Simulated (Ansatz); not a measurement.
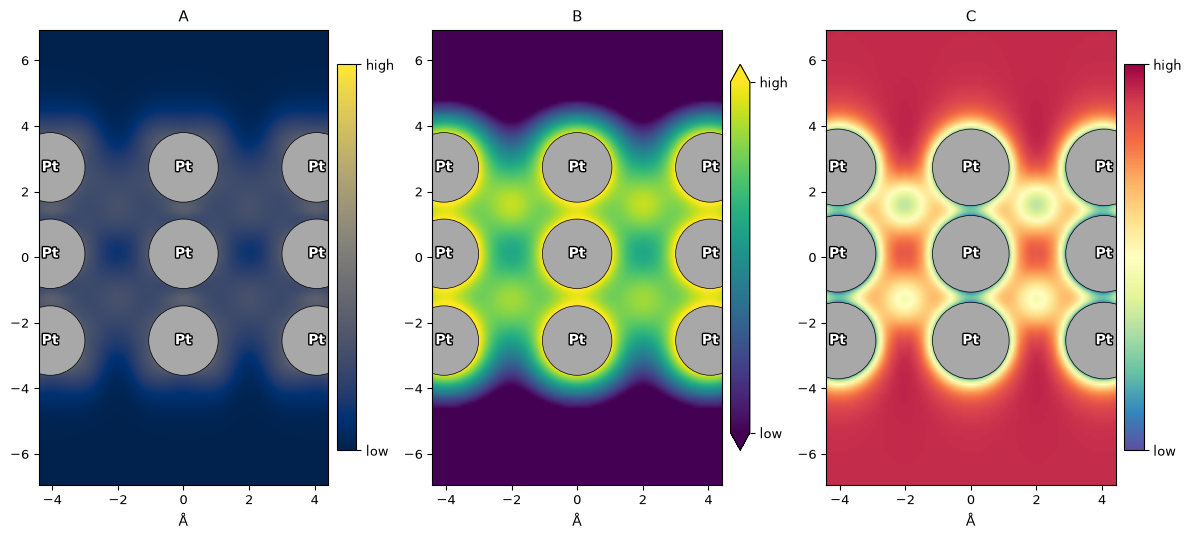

Pt (slab): 3 fields on the (010) plane of the calculation cell, a cut from vacuum to vacuum, with unlabelled colour scales. Grey discs cover the atomic cores.

Not relaxed (largest force 1.7 eV/Å).

Method: DFT PBE, scalar-relativistic, plane waves, PAW in Ansatz.

Q: The panels show electron localisation function, electrostatic potential energy of an electron and valence pseudo-density in some order. Assign them.

A: Panel A: electron localisation function. Panel B: valence pseudo-density. Panel C: electrostatic potential energy of an electron (low next to the atoms, rising into the space between them). From the grid: Pt–Pt (2.65 Å): the density is about 0.48 e/Å³ at the midpoint; the ELF is about 0.35 at the midpoint.
